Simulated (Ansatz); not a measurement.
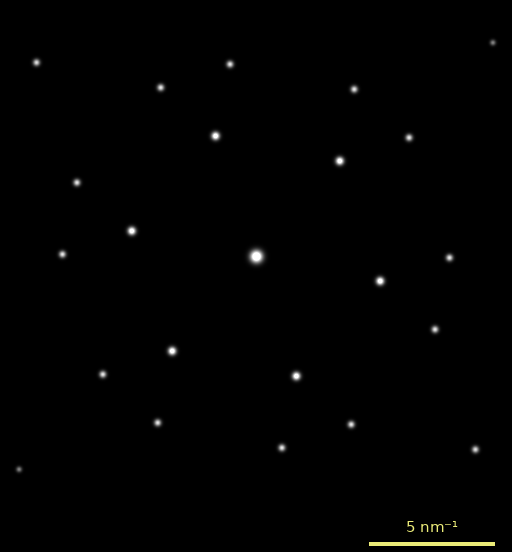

The pattern is a kinematic simulation for 300 kV electrons (no multiple scattering; isotropic B = 1 Å²).

It belongs to Ru, space group Pm-3n (No. 223), a = 4.81 Å. Structure: the input geometry of an electronic-structure calculation (not necessarily at equilibrium); the starting structure was generated, so it need not be a known form of this composition.

> Which low-index zone axis gives this pattern?

The spots form a hexagonal net with both shortest vectors at d = 3.40 Å, 60.0° apart. They index as -1 0 1 (itself too weak to see) and 0 -1 1 (itself too weak to see), so the zone axis is [111] (or an equivalent direction of <111>).

> Which reflections of this zone are missing, and why?

Reflections such as 0 1 -1, 1 -1 0, 1 0 -1 are allowed but too weak to see at this display level.

> List the strongest reflections.

Strongest reflections with d > 1.05 Å, one of each family (|F|² from tabulated Gaussian fits of the electron scattering factors, times a small damping for the curvature of the Ewald sphere):

| hkl | d (Å) | I (strongest = 100) |
| --- | --- | --- |
| 2 -1 -1 | 1.965 | 100 |
| 3 -1 -2 | 1.286 | 35 |
